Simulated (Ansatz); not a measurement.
System: Ta3N.

Input

```
crystal:
  lattice:
    - [3.9366205869, 0.0, 0.0]
    - [0.0, 3.9366205869, 0.0]
    - [0.0, 0.0, 3.9366205869]
  atoms:
    - { symbol: Ta, position: [0.0, 0.5, 0.5] }
    - { symbol: Ta, position: [0.5, 0.0, 0.5] }
    - { symbol: Ta, position: [0.5, 0.5, 0.0] }
    - { symbol: "N", position: [0.0, 0.0, 0.0] }
basis:
  ecutwfc: 500
kpoints:
  mp_grid: { grid: [12, 12, 12] }
hamiltonian:
  xc: r2scan
scf:
  occupations: { method: gaussian, width: 0.1 }
output:
  forces: true
  stress: true
  eigenvalues: true
  write_density: true
  write_potential: true
  elf: true
  volumetric_format: npy
relax:
  adjacent_minimum: "off"
  f_tol: 0.01
  max_steps: 80
  cell: { stress_tol: 0.05 }
```

Run with:

```sh
ansatz run input.yaml --threads 1 --pin off --max-ram 2560MiB --backend cpu --events-out ev --progress --plain --runs-dir out
```

Below, planes, directions and counts refer to the conventional cell (a = 3.93 Å, b = 3.93 Å, c = 3.93 Å, α = 90.00°, β = 90.00°, γ = 90.00°).

The fields are those of the relaxed geometry.

Space group Pm-3m; started from the Cu3Au (L1_2)_221 prototype, which need not be the ambient phase.

All numbers below come from Ansatz, DFT r2SCAN, scalar-relativistic, plane waves, PAW.

### Predict the valence pseudo-density and electron localisation function between the atoms.

Ta–N (2.78 Å): the density is about 0.18 e/Å³ at the midpoint; the ELF is about 0.10 at the midpoint (no shared electron pair shows on this line).

### Metal or insulator at this level of theory?

It is gapless in this calculation (a metal or semimetal); semilocal functionals without U, or without the true magnetic order, often close the gap of such compounds.

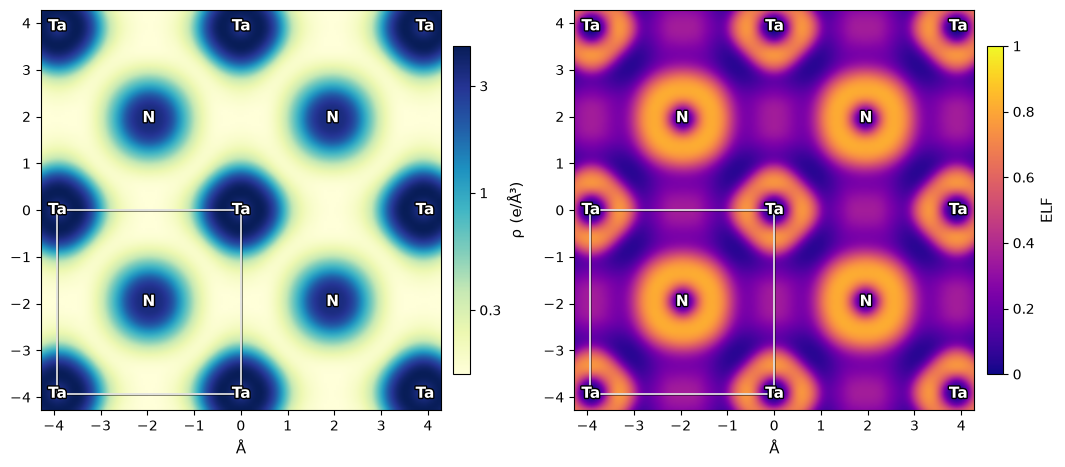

Computed valence pseudo-density and electron localisation function on the (010) plane of the conventional cell, in this order. 

The density is the valence pseudo-density of a PAW calculation; it isn't the true density close to the nuclei.
